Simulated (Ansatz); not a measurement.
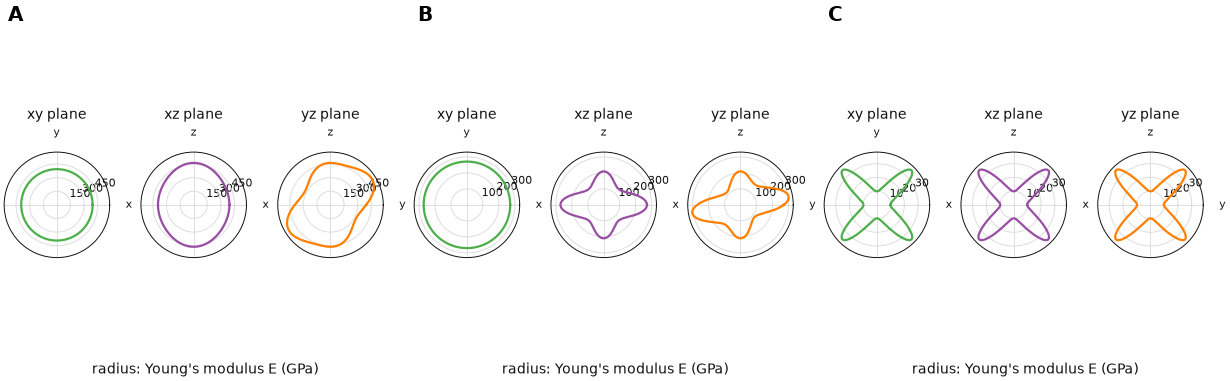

Each panel shows the Young's modulus as a function of direction in the xy, xz and yz planes for one of these solids: AlCu₃, Fm-3m (No. 225), 12.0 Å³/atom, ions relaxed; Ta₂C, P-3m1 (No. 164), 13.6 Å³/atom, ions clamped; Ti₂C, R-3m (No. 166), 12.9 Å³/atom, ions relaxed.

Calculation (Ansatz 0.2.0): elastic stress-strain coefficients at zero temperature from small strains of the given cell, Voigt order xx yy zz yz xz xy, Cartesian axes of the cell vectors; plane waves with PAW datasets, Γ-centred k mesh. Level: PBEsol, no spin polarisation.

### Which panel belongs to which solid?

A is Ta₂C (E along x, y, z: 393, 393, 462 GPa); B is Ti₂C (E along x, y, z: 271, 271, 209 GPa); C is AlCu₃ (E along x, y, z: 9.83, 9.83, 9.83 GPa).

For AlCu₃, limits of the calculation: metal sensitive to the k mesh.

For Ta₂C, limits of the calculation: metal sensitive to the k mesh.

For Ti₂C, limits of the calculation: metal sensitive to the k mesh.
